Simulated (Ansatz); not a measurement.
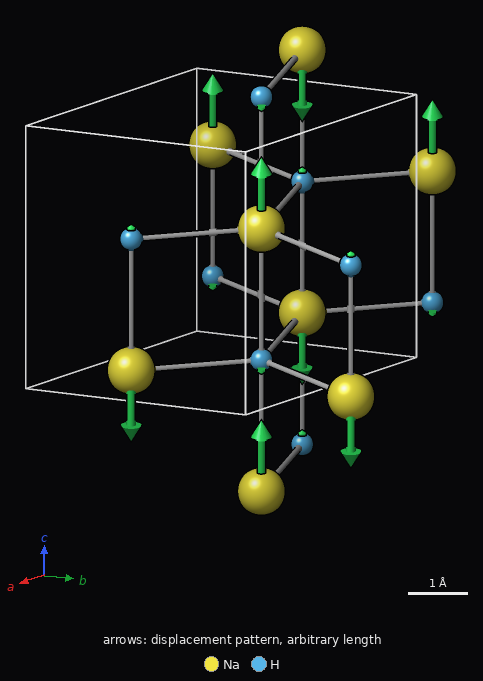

One vibrational mode of a crystal of NaH (a generated structure) at the zone centre. The green arrows are the displacements of the atoms (eigenvector over the root of the mass), of arbitrary overall length and sign. The picture is a ball-and-stick view of the conventional cell, seen from a free direction. Lengths and directions refer to the drawn axes.

The calculation used DFT PBE, scalar-relativistic, plane waves, PAW in Ansatz 0.2.0.

Input
```yaml
crystal:
  lattice:
    - [3.4407091977, -1.9862476893, 0.0106385295]
    - [3.4407091977, 1.9862476893, 0.0106385295]
    - [-0.0150972654, 0.0, 4.8734233347]
  atoms:
    - { symbol: Na, position: [0.870144252, 0.870144252, 0.6392220005] }
    - { symbol: Na, position: [0.536832894, 0.536832894, 0.1392286895] }
    - { symbol: H, position: [0.8701381797, 0.8701381797, 0.1392361399] }
    - { symbol: H, position: [0.5368375836, 0.5368375836, 0.6392149003] }
basis:
  ecutwfc: 420
kpoints:
  mp_grid: { grid: [8, 8, 6] }
hamiltonian:
  xc: pbe
scf:
  occupations: { method: fixed }
output:
  eigenvalues: true
phonons:
  method: dfpt
  dielectric: true
  rigid_motions: translations
  eigenvectors: true
  qmesh: [2, 2, 2]
  temperatures: { t_max: 1000, t_step: 100 }
  qpath:
    path:
      - [[0.0, 0.0, 0.0], [0.50002418, 0.50005642, -4.19e-06], [0.33334946, 0.66669891, -4.19e-06], [0.0, 0.0, 0.0], [0.0, 0.0, 0.5], [0.50002418, 0.50005642, 0.49999581], [0.33334946, 0.66669891, 0.49999581], [0.0, 0.0, 0.5]]
      - [[0.50002418, 0.50005642, 0.49999581], [0.50002418, 0.50005642, -4.19e-06]]
      - [[0.33334946, 0.66669891, 0.49999581], [0.33334946, 0.66669891, -4.19e-06]]
    npoints: 8
```

Run as
```bash
ansatz run input.yaml --threads 1 --pin off --max-ram 2560MiB --backend cpu --events-out ev --progress --plain --runs-dir out
```

Frequencies are those without the non-analytic (LO–TO) term.

> What mode is this, and where does it lie in the spectrum?

This is the B₁g mode at 190 cm⁻¹, optical level 2 of 6, counted from below, silent by symmetry (neither infrared- nor Raman-active). All motion is along c; atoms of one kind move against one another, with no net shift of any sublattice; it stretches the H–Na bonds (2.44 Å).
